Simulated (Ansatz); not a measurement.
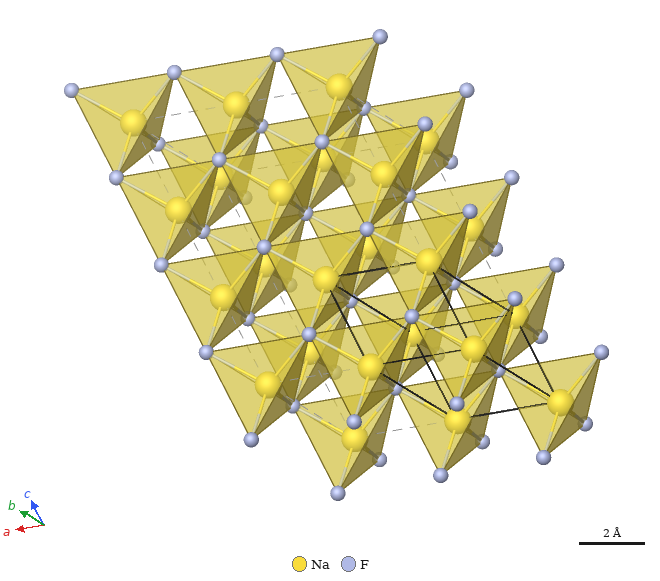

Structure drawing (polyhedral), viewed from a general direction. The structure is repeated 2×1×3 times; solid lines mark one simulation cell. A few atoms beyond the faces are included.

The program read this input:
```yaml
crystal:
  lattice:
    - [-0.1554742633, 2.4889344877, 2.4889344877]
    - [2.4889344877, -0.1554742633, 2.4889344877]
    - [2.4889344877, 2.4889344877, -0.1554742633]
  atoms:
    - { symbol: Na, position: [-0.0072222377, -0.0072222377, -0.0072222377] }
    - { symbol: F, position: [0.2572222377, 0.2572222377, 0.2572222377] }
kpoints:
  mp_grid: { grid: [8, 8, 8] }
  band_path:
    path:
      - [0.0, 0.0, 0.0]
      - [-0.5, -0.5, 0.0]
      - [-0.375, -0.375, 0.25]
      - [-0.375, 0.0, 0.375]
      - [0.0, 0.0, 0.5]
      - [-0.5, -0.25, 0.25]
    npoints: 1
hamiltonian:
  xc: r2scan
scf:
  occupations: { method: fixed }
  n_extra_bands: 4
output:
  forces: true
  stress: true
  eigenvalues: true
```

All computed values are from DFT, r2SCAN, plane waves, PAW (Ansatz). Settings: 500 eV cutoff, k-point mesh 8×8×8, no spin polarisation.

Question: Classify it as metallic or gapped, with the value.

Answer: An insulator at this level, with a gap of 5.99 eV, direct.

Question: Would the cell expand or shrink if it could?

Answer: The computed pressure is -1.6 GPa (stretched: it would shrink).

The cell started as a structure type filled with these elements by a generator (whether the compound takes this form wasn't checked). The cell was then strained or its atoms displaced on purpose. It was the input of a calculation with Ansatz.
